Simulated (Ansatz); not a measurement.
# Run report: Ni2Si, single-point calculation (part 2 of 2)

Continued. System: Ni2Si (P6₃/mmc, 6 atoms in the cell). Method: DFT r2SCAN, scalar-relativistic, plane waves, PAW, spin-polarised (Ansatz 0.2.0); cutoff 500 eV, 6×6×4 k-mesh, Gaussian smearing of 0.1 eV, collinear spins. The structure derives from an entry of the Crystallography Open Database.

Geometry of the input (Å; fractional positions):
```
3.8360  0.0000  0.0000
-1.9180  3.3221  0.0000
0.0000  0.0000  4.9480
Si 0.3333  0.6667  0.7500
Si 0.6667  0.3333  0.2500
Ni 0.0000  0.0000  0.0000
Ni 0.0000  0.0000  0.5000
Ni 0.3333  0.6667  0.2500
Ni 0.6667  0.3333  0.7500
```

What the program printed, continued
```
SCF iter   1: F=-24658.890190 eV  HF=-24659.443179 eV  |F-HF|=5.53e-1  |Δ(HF+E_count)|=         —  Δρ=1.98e-1 (↑1.15e-1 ↓1.98e-1)  dr2=4.70e0  dr2_τ=1.65e-1  dr2_m=1.39e1  M=1.820 μB ∫|m|=2.855 μB  β_m=0.30  ethr=3.10e-3  ⟨swp⟩=6.3  Hψ=8300  notcnv=0  defer=19
preconditioner: auto → Kerker (q_TF=auto, 2.839 Å⁻¹)  [metal: Δε(μ)=0.023 eV  Ē_g=10.878 eV  σ=0.100 eV  W_gap=0.13  n_scr=22 (ndim 8)  ℏωp=32.4 eV  f_vac=0.000  D(μ)=3.40/eV (n_scr^D=22)]
spin=Collinear: Kerker preconditioning applied to the charge; magnetization (m = ρ↑ − ρ↓) channel mixes plain (no charge-response kernel on spin).
SCF iter   2: F=-24661.156964 eV  HF=-24659.394686 eV  |F-HF|=1.76e0  |Δ(HF+E_count)|=   4.85e-2  Δρ=1.55e-1 (↑1.41e-1 ↓1.55e-1)  dr2=8.45e-1  dr2_τ=4.26e-2  dr2_m=1.25e1  M=2.103 μB ∫|m|=3.172 μB  β_m=0.41  ethr=3.10e-3  ⟨swp⟩=3.4  Hψ=4049  notcnv=0  defer=253
Mixer restart at iter 2: flushing history
spin-set hold released at iteration 2 (the charge has settled, or the pull on large starting moments outlasts its swing): the magnetisation degrees of freedom join the quasi-Newton model from the next iteration; the mixer history was flushed
SCF iter   3: F=-24661.408041 eV  HF=-24660.466793 eV  |F-HF|=9.41e-1  |Δ(HF+E_count)|=    1.07e0  Δρ=1.13e-1 (↑9.32e-2 ↓1.13e-1)  dr2=7.96e-1  dr2_τ=2.25e-2  dr2_m=6.08e0  M=1.658 μB ∫|m|=2.725 μB  β_m=1.20  ethr=1.06e-3  ⟨swp⟩=2.1  Hψ=2476  notcnv=0  defer=253  κ⁻¹=1.0e0(r=1)
SCF iter   4: F=-24661.598519 eV  HF=-24660.817502 eV  |F-HF|=7.81e-1  |Δ(HF+E_count)|=   3.51e-1  Δρ=2.25e-2 (↑1.24e-2 ↓2.25e-2)  dr2=5.34e-1  dr2_τ=1.32e-3  dr2_m=3.04e-2  M=0.904 μB ∫|m|=1.615 μB  β_m=0.40  ethr=9.95e-4  ⟨swp⟩=2.5  Hψ=4330  notcnv=0  defer=253  κ⁻¹=5.2e-2(r=2)
SCF iter   5: F=-24662.010430 eV  HF=-24661.340586 eV  |F-HF|=6.70e-1  |Δ(HF+E_count)|=   5.23e-1  Δρ=8.43e-3 (↑8.43e-3 ↓5.99e-3)  dr2=1.01e-1  dr2_τ=2.13e-4  dr2_m=8.93e-3  M=0.797 μB ∫|m|=1.480 μB  β_m=0.53  ethr=6.68e-4  ⟨swp⟩=2.2  Hψ=3870  notcnv=0  defer=243  κ⁻¹=7.6e-3(r=3)
SCF iter   6: F=-24662.072724 eV  HF=-24661.785060 eV  |F-HF|=2.88e-1  |Δ(HF+E_count)|=   4.44e-1  Δρ=8.29e-3 (↑6.59e-3 ↓8.29e-3)  dr2=6.62e-2  dr2_τ=1.46e-4  dr2_m=1.97e-2  M=0.672 μB ∫|m|=1.200 μB  β_m=0.30  ethr=1.26e-4  ⟨swp⟩=2.0  Hψ=4136  notcnv=0  defer=243  κ⁻¹=1.6e-3(r=4)
SCF iter   7: F=-24662.170686 eV  HF=-24662.163989 eV  |F-HF|=6.70e-3  |Δ(HF+E_count)|=   3.79e-1  Δρ=8.85e-3 (↑8.85e-3 ↓4.19e-3)  dr2=1.93e-2  dr2_τ=2.03e-4  dr2_m=2.04e-2  M=0.250 μB ∫|m|=0.459 μB  β_m=0.30  ethr=8.28e-5  ⟨swp⟩=2.0  Hψ=4170  notcnv=0  defer=243  κ⁻¹=2.4e-4(r=5)
SCF iter   8: F=-24662.171140 eV  HF=-24662.164514 eV  |F-HF|=6.63e-3  |Δ(HF+E_count)|=   5.25e-4  Δρ=8.58e-3 (↑8.58e-3 ↓4.10e-3)  dr2=1.89e-2  dr2_τ=1.91e-4  dr2_m=1.90e-2  M=0.247 μB ∫|m|=0.455 μB  β_m=0.30  ethr=2.41e-5  ⟨swp⟩=1.0  Hψ=2547  notcnv=0  defer=241  κ⁻¹=1.7e-7(r=6)
SCF iter   9: F=-24662.182815 eV  HF=-24662.176847 eV  |F-HF|=5.97e-3  |Δ(HF+E_count)|=   1.23e-2  Δρ=5.10e-3 (↑5.10e-3 ↓3.76e-3)  dr2=2.44e-3  dr2_τ=4.82e-5  dr2_m=1.07e-2  M=0.203 μB ∫|m|=0.370 μB  β_m=0.30  ethr=2.36e-5  ⟨swp⟩=1.9  Hψ=2948  notcnv=0  defer=241  κ⁻¹=9.2e-8(r=7)
SCF iter  10: F=-24662.189036 eV  HF=-24662.186542 eV  |F-HF|=2.49e-3  |Δ(HF+E_count)|=   9.70e-3  Δρ=3.10e-3 (↑2.82e-3 ↓3.10e-3)  dr2=9.28e-5  dr2_τ=3.26e-5  dr2_m=5.02e-3  M=0.128 μB ∫|m|=0.228 μB  β_m=0.72  ethr=3.05e-6  ⟨swp⟩=2.1  Hψ=3721  notcnv=0  defer=241  κ⁻¹=9.2e-8(r=8)
SCF iter  11: F=-24662.190316 eV  HF=-24662.189300 eV  |F-HF|=1.02e-3  |Δ(HF+E_count)|=   2.76e-3  Δρ=2.47e-3 (↑2.47e-3 ↓2.28e-3)  dr2=3.36e-4  dr2_τ=2.02e-5  dr2_m=3.18e-3  M=0.099 μB ∫|m|=0.162 μB  β_m=1.20  ethr=1.16e-7  ⟨swp⟩=3.1  Hψ=4811  notcnv=0  defer=241  κ⁻¹=1.0e-7(r=8)
SCF iter  12: F=-24662.191493 eV  HF=-24662.190481 eV  |F-HF|=1.01e-3  |Δ(HF+E_count)|=   1.18e-3  Δρ=5.89e-4 (↑5.89e-4 ↓5.32e-4)  dr2=1.81e-4  dr2_τ=9.01e-7  dr2_m=9.98e-5  M=0.059 μB ∫|m|=0.097 μB  β_m=1.20  ethr=1.16e-7  ⟨swp⟩=3.1  Hψ=4248  notcnv=0  defer=241  κ⁻¹=3.2e-6(r=8)
SCF iter  13: F=-24662.191680 eV  HF=-24662.190984 eV  |F-HF|=6.96e-4  |Δ(HF+E_count)|=   5.04e-4  Δρ=4.99e-4 (↑4.99e-4 ↓4.36e-4)  dr2=1.56e-4  dr2_τ=3.99e-7  dr2_m=5.65e-5  M=0.049 μB ∫|m|=0.082 μB  β_m=1.20  ethr=1.16e-7  ⟨swp⟩=2.0  Hψ=3399  notcnv=0  defer=241  κ⁻¹=2.1e-5(r=8)
SCF iter  14: F=-24662.191995 eV  HF=-24662.191840 eV  |F-HF|=1.55e-4  |Δ(HF+E_count)|=   8.56e-4  Δρ=2.06e-4 (↑1.85e-4 ↓2.06e-4)  dr2=1.54e-5  dr2_τ=7.66e-8  dr2_m=1.44e-5  M=0.023 μB ∫|m|=0.046 μB  β_m=1.20  ethr=1.16e-7  ⟨swp⟩=2.4  Hψ=3737  notcnv=0  defer=241  κ⁻¹=1.5e-5(r=8)
SCF iter  15: F=-24662.192027 eV  HF=-24662.191907 eV  |F-HF|=1.20e-4  |Δ(HF+E_count)|=   6.72e-5  Δρ=1.64e-4 (↑1.47e-4 ↓1.64e-4)  dr2=1.08e-5  dr2_τ=5.25e-8  dr2_m=8.71e-6  M=0.019 μB ∫|m|=0.039 μB  β_m=1.20  ethr=1.93e-8  ⟨swp⟩=2.0  Hψ=3595  notcnv=0  defer=241  κ⁻¹=2.8e-5(r=8)
SCF iter  16: F=-24662.192083 eV  HF=-24662.192018 eV  |F-HF|=6.54e-5  |Δ(HF+E_count)|=   1.10e-4  Δρ=8.11e-5 (↑8.11e-5 ↓5.79e-5)  dr2=3.81e-6  dr2_τ=2.26e-8  dr2_m=1.67e-6  M=0.008 μB ∫|m|=0.022 μB  β_m=1.20  ethr=1.35e-8  ⟨swp⟩=2.7  Hψ=3732  notcnv=0  defer=241  κ⁻¹=1.6e-5(r=8)
SCF iter  17: F=-24662.192110 eV  HF=-24662.192088 eV  |F-HF|=2.14e-5  |Δ(HF+E_count)|=   7.06e-5  Δρ=4.81e-5 (↑2.72e-5 ↓4.81e-5)  dr2=5.96e-7  dr2_τ=4.95e-9  dr2_m=6.17e-7  M=0.006 μB ∫|m|=0.014 μB  β_m=1.20  ethr=4.77e-9  ⟨swp⟩=2.8  Hψ=3987  notcnv=0  defer=241  κ⁻¹=3.6e-5(r=8)
SCF iter  18: F=-24662.192116 eV  HF=-24662.192104 eV  |F-HF|=1.21e-5  |Δ(HF+E_count)|=   1.60e-5  Δρ=3.07e-5 (↑2.28e-5 ↓3.07e-5)  dr2=2.23e-7  dr2_τ=3.39e-9  dr2_m=2.97e-7  M=0.003 μB ∫|m|=0.009 μB  β_m=0.41  ethr=7.45e-10  ⟨swp⟩=3.0  Hψ=4697  notcnv=0  defer=241  κ⁻¹=5.3e-5(r=8)
SCF iter  19: F=-24662.192121 eV  HF=-24662.192117 eV  |F-HF|=4.27e-6  |Δ(HF+E_count)|=   1.27e-5  Δρ=2.28e-5 (↑2.28e-5 ↓2.20e-5)  dr2=1.63e-7  dr2_τ=3.65e-9  dr2_m=1.30e-7  M=-0.001 μB ∫|m|=0.003 μB  β_m=1.20  ethr=1.25e-10  ⟨swp⟩=11.9  Hψ=13220  notcnv=0  κ⁻¹=5.5e-6(r=8)
SCF iter  20: F=-24662.192121 eV  HF=-24662.192118 eV  |F-HF|=2.59e-6  |Δ(HF+E_count)|=   1.46e-6  Δρ=2.31e-5 (↑2.31e-5 ↓1.91e-5)  dr2=6.81e-8  dr2_τ=1.71e-9  dr2_m=1.84e-7  M=-0.003 μB ∫|m|=0.005 μB  β_m=0.30  ethr=1.25e-10  ⟨swp⟩=4.5  Hψ=11214  notcnv=0  κ⁻¹=8.5e-5(r=8)
SCF iter  21: F=-24662.192122 eV  HF=-24662.192122 eV  |F-HF|=3.65e-7  |Δ(HF+E_count)|=   3.27e-6  Δρ=1.11e-5 (↑1.06e-5 ↓1.11e-5)  dr2=7.57e-8  dr2_τ=5.46e-10  dr2_m=3.85e-8  M=0.000 μB ∫|m|=0.001 μB  β_m=1.20  ethr=8.52e-11  ⟨swp⟩=7.0  Hψ=10588  notcnv=0  κ⁻¹=2.8e-5(r=8)
iter 22 did not close the SCF: its close was put off for a magnetic moment that had not settled (scf_convergence_deferred on its scf_iter line)
SCF iter  22: F=-24662.192122 eV  HF=-24662.192122 eV  |F-HF|=1.36e-7  |Δ(HF+E_count)|=   3.05e-7  Δρ=5.85e-6 (↑3.19e-6 ↓5.85e-6)  dr2=2.00e-8  dr2_τ=1.75e-10  dr2_m=4.28e-9  M=-0.001 μB ∫|m|=0.001 μB  β_m=1.20  ethr=8.52e-11  ⟨swp⟩=6.0  Hψ=10115  notcnv=0  κ⁻¹=2.6e-4(r=8)
iter 23 did not close the SCF: its close was put off for a magnetic moment that had not settled (scf_convergence_deferred on its scf_iter line)
SCF iter  23: F=-24662.192122 eV  HF=-24662.192122 eV  |F-HF|=3.29e-8  |Δ(HF+E_count)|=   1.61e-7  Δρ=2.88e-6 (↑2.59e-6 ↓2.88e-6)  dr2=2.80e-9  dr2_τ=2.36e-11  dr2_m=2.13e-9  M=0.000 μB ∫|m|=0.001 μB  β_m=1.20  ethr=2.50e-11  ⟨swp⟩=3.4  Hψ=9884  notcnv=0  κ⁻¹=9.5e-5(r=8)
iter 24 did not close the SCF: its close was put off for a magnetic moment that had not settled (scf_convergence_deferred on its scf_iter line)
SCF iter  24: F=-24662.192122 eV  HF=-24662.192122 eV  |F-HF|=5.58e-9  |Δ(HF+E_count)|=   4.86e-8  Δρ=1.41e-6 (↑1.41e-6 ↓9.23e-7)  dr2=1.09e-9  dr2_τ=8.51e-12  dr2_m=1.58e-10  M=0.000 μB ∫|m|=0.000 μB  β_m=1.20  ethr=3.50e-12  ⟨swp⟩=2.0  Hψ=8101  notcnv=0  κ⁻¹=8.7e-5(r=8)
SCF iter  25: F=-24662.192122 eV  HF=-24662.192122 eV  |F-HF|=5.03e-9  |Δ(HF+E_count)|=   1.77e-9  Δρ=6.33e-7 (↑6.33e-7 ↓5.56e-7)  dr2=3.15e-10  dr2_τ=2.42e-12  dr2_m=6.36e-11  M=-0.000 μB ∫|m|=0.000 μB  ethr=1.36e-12  ⟨swp⟩=2.0  Hψ=7342  notcnv=0
WARN: the starting moments were not kept: the SCF closed with an absolute magnetisation of 8.7e-5 μB, where they sum to 8 μB in size (4 sites). That is at most 0.1 of that sum. Measured as dr2_m measures the in/out step, that magnetisation stands 3.6e-9 eV from none, at or under the dr2_threshold of 1.0e-7 eV: it is no larger than a step whose dr2_m would equal this threshold. The system may hold no moment; this SCF shows only that its start led to no more than that. To try another start: raise the starting moments (crystal.atoms[].spin, magnetization.per_species, magnetization.initial_magnetization, or on a non-collinear deck that types none of these the spinor_matrix: blocks that start its atoms; where the total moment is fixed, keep their sum and leave initial_magnetization as it is; typed ones take the place of any that the run laid by itself, positive ones on a crystal's lanthanoids without a Hubbard term where scf.initial_density.shell_occupations: [] is typed) or, if the notice of its spin-set hold's release reads "site moments contracting" or "site moments show no strong build", lengthen the hold (scf.mixing.spin_hold: { on: { confirm: 4 } }; for m-r²SCAN on two components see the key's manual first). Each may lead to a state that holds a moment. A second SCF, from the converged charge density, with the starting moments and any scf.initial_density.shell_occupations laid on it anew, would have followed, and was not run: the deck does not ask for one (magnetization.retry_lost_moments is false, the default). To let it run, set magnetization.retry_lost_moments: true and run the deck again, where that key's refused combinations let it; where memory then withholds it, that run's warning says so.
SCF 1 converged in 25 iterations: F = -24662.192122 eV  dr2 = 3.15e-10
  greatest PAW one-centre occupation: 1.001 electrons in one spin orbital (limit 2), on the Ni atom at site 2 (counted from 0), in its partial waves of l = 1
```

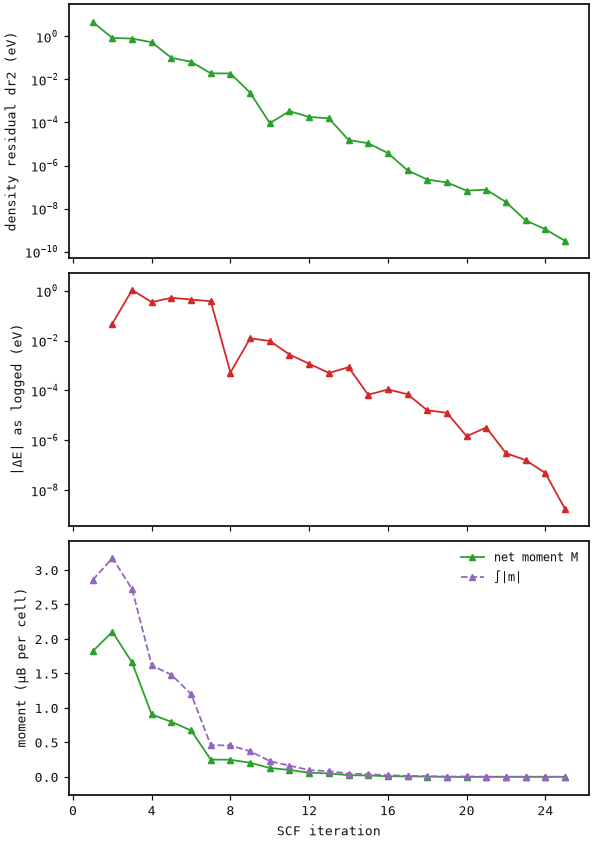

Fig. 1: Convergence of the self-consistent field: density residual dr2, size of the energy change and magnetic moment against the SCF iteration. The residual comes down, with one marked jump up, by a factor of about 4, at step 11. The net moment goes from 1.8 to 0.0 μB per cell, and ∫|m| falls to zero.

```
this state was not tested for a lower state beside it, because the mixer in use, unlike msr1, does not test its closes by its own steps (another_mixer; see scf.mixing.algorithm and scf.lower_state_search)
SCF converged after 25 iterations
Magnetization: -0.0000 μB (40.0000 up, 40.0000 down)
Absolute magnetization: 0.0001 μB (∫|ρ↑−ρ↓|, with the PAW one-centre terms)
Spin contamination: 0.0000 ħ² per cell (⟨S²⟩ above its minimum at these occupations)
Per-site moments (μB) at R_I (Å): [(1.9978694999870436e-6, 0.9135701984498522), (1.997869500208575e-6, 0.9135701984498522), (-1.5587339971368052e-5, 1.0205250000000001), (-1.5587339971372246e-5, 1.0205250000000001), (-1.5189015229227786e-5, 0.9135701984498522), (-1.5189015229069453e-5, 0.9135701984498522)]
Free energy (F): -24662.192122 eV
Harris-Foulkes:  -24662.192122 eV  (|F-HF|=5.03e-9)
Internal energy: -24662.181292 eV  (E = F + TS)
E sigma→0 (E₀):  -24662.186707 eV
Entropy (-TS):   -0.010830 eV (-1.805 meV/atom)
Fermi energy:    17.817061 eV
--- Per-component energies (eV) ---
  E_band       = -1187.221795
  E_kinetic    = 1232.426190
  E_local      = -15744.055909  (includes V_loc(G=0)·N_el)
  E_nonlocal   = 2617.453180
  E_hartree    = 6757.080059
  E_xc         = -425.630995
  E_vxc        = -580.174127  (∫ρ·V_xc dr)
  E_paw        = -7626.204710  (= ΣΔE_a)
  E_vpaw       = -2267.200774  (= ΣTr[D̂ρ^β])
  E_aug_tail   = 0.000866  (compensation charges beyond the density's cutoff)
  E_vtau       = 40.167954  (kinetic-family band-sum trace: ∫τ·v_τ [+ j·A + Jᵃ·Aᵃ] dr)
  E_ewald      = -11471.896832
  E_core_change = -1.353140  (= ΣΔE_core)
  E_smearing   = -0.010830  (= −TS)
  E_closure    = -0.000000  (closes the sum)
  Σ components = -24662.192122   (vs F -24662.192122, Δ=0.00e0)
--- Forces (eV/Å), atoms counted from 1 ---
  atom   1  Si     0.00000000    -0.00000000     0.00000000
  atom   2  Si     0.00000000     0.00000000     0.00000000
  atom   3  Ni    -0.00000000     0.00000000    -0.00000000
  atom   4  Ni    -0.00000000     0.00000000     0.00000000
  atom   5  Ni    -0.00000000     0.00000000     0.00000000
  atom   6  Ni    -0.00000000    -0.00000000     0.00000000
  max |Σ_I F_I| component: 8.33e-17 eV/Å
--- Stress (GPa, compression-positive) ---
        4.713658      -0.000000       0.000000
       -0.000000       4.713658       0.000000
        0.000000       0.000000       0.717053
  P = ⅓ Tr σ = 3.3815 GPa (33.815 kbar)
--- Band table (eV; the first three rows and the last of 42) ---
  k-point 0 ↑: bands = ["-89.4136", "-89.4126", "-89.1244", "-89.1124", "-48.4127", "-48.4127", "-48.4086", "-48.4086", "-48.2585", "-48.2542", "-48.1303", "-48.0479", "-48.0479", "-48.0415", "-48.0415", "-47.9982", "4.3013", "9.0517", "10.7466", "12.2975", "12.2975", "13.5594", "13.5594", "13.7026", "13.7735", "13.7735", "14.4192", "14.4192", "15.6624", "15.6624", "15.9027", "16.3621", "16.3621", "16.3874", "16.3874", "16.5453", "17.1932", "17.1932", "17.9160", "20.7871", "20.7871", "20.9423", "20.9423", "21.1073", "21.4636", "22.4356", "22.4356", "24.2833", "26.6708", "26.6708", "27.5991", "27.5991", "27.9699"]
  k-point 1 ↑: bands = ["-89.4135", "-89.4127", "-89.1227", "-89.1141", "-48.4121", "-48.4121", "-48.4092", "-48.4092", "-48.2582", "-48.2550", "-48.1108", "-48.0470", "-48.0470", "-48.0424", "-48.0424", "-48.0175", "4.6978", "7.5835", "11.9957", "12.3868", "12.3868", "13.1098", "13.1098", "13.7059", "14.1304", "14.1304", "14.3970", "14.3970", "15.8179", "15.9044", "15.9044", "16.3502", "16.3502", "16.3874", "16.3874", "16.5165", "16.9890", "16.9890", "18.6746", "21.0202", "21.0480", "21.0480", "21.1477", "21.2127", "21.2127", "22.0236", "22.0236", "24.4650", "24.4650", "24.5556", "27.1496", "27.6052", "29.0893"]
  k-point 2 ↑: bands = ["-89.4131", "-89.4131", "-89.1184", "-89.1184", "-48.4106", "-48.4106", "-48.4106", "-48.4106", "-48.2568", "-48.2568", "-48.0641", "-48.0641", "-48.0447", "-48.0447", "-48.0447", "-48.0447", "5.8461", "5.8461", "12.6612", "12.6612", "12.6612", "12.6612", "13.2234", "13.2234", "14.3396", "14.3396", "14.3396", "14.3396", "16.0259", "16.0259", "16.3171", "16.3171", "16.3171", "16.3171", "16.5096", "16.5096", "16.5096", "16.5096", "20.3696", "20.3696", "21.3999", "21.3999", "21.3999", "21.3999", "22.3076", "22.3076", "22.4793", "22.4793", "22.4793", "22.4793", "26.4922", "26.4922", "31.3406"]
  k-point 20 ↓: bands = ["-89.4126", "-89.4126", "-89.1187", "-89.1187", "-48.4140", "-48.4140", "-48.4115", "-48.4115", "-48.2604", "-48.2604", "-48.0620", "-48.0620", "-48.0485", "-48.0485", "-48.0374", "-48.0374", "8.4722", "8.4722", "10.6352", "10.6352", "11.5060", "11.5060", "13.6479", "13.6479", "14.4356", "14.4356", "14.8241", "14.8241", "15.1580", "15.1580", "15.3895", "15.3895", "16.0732", "16.0732", "16.3841", "16.3841", "16.4700", "16.4700", "16.5939", "16.5939", "17.6440", "17.6440", "23.6712", "23.6712", "24.3462", "24.3462", "26.3990", "26.3990", "27.1083", "27.1083", "27.2458", "27.2458", "27.5700"]
--- Löwdin populations: 6 sites ---
  site symbol       q [e]    m [muB]
     0     Si      4.4202     0.0000
     1     Si      4.4202     0.0000
     2     Ni     17.5516    -0.0000
     3     Ni     17.5516    -0.0000
     4     Ni     17.5904    -0.0000
     5     Ni     17.5904    -0.0000
  spilling = 0.010944 (of n_electrons = 80.000000)
```

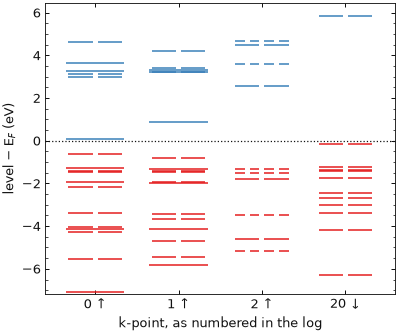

Fig. 2: Kohn–Sham levels near the Fermi level (dotted) at the few k-points that the log prints; levels within 0.02 eV of each other stand side by side. The system is metallic on the full mesh.
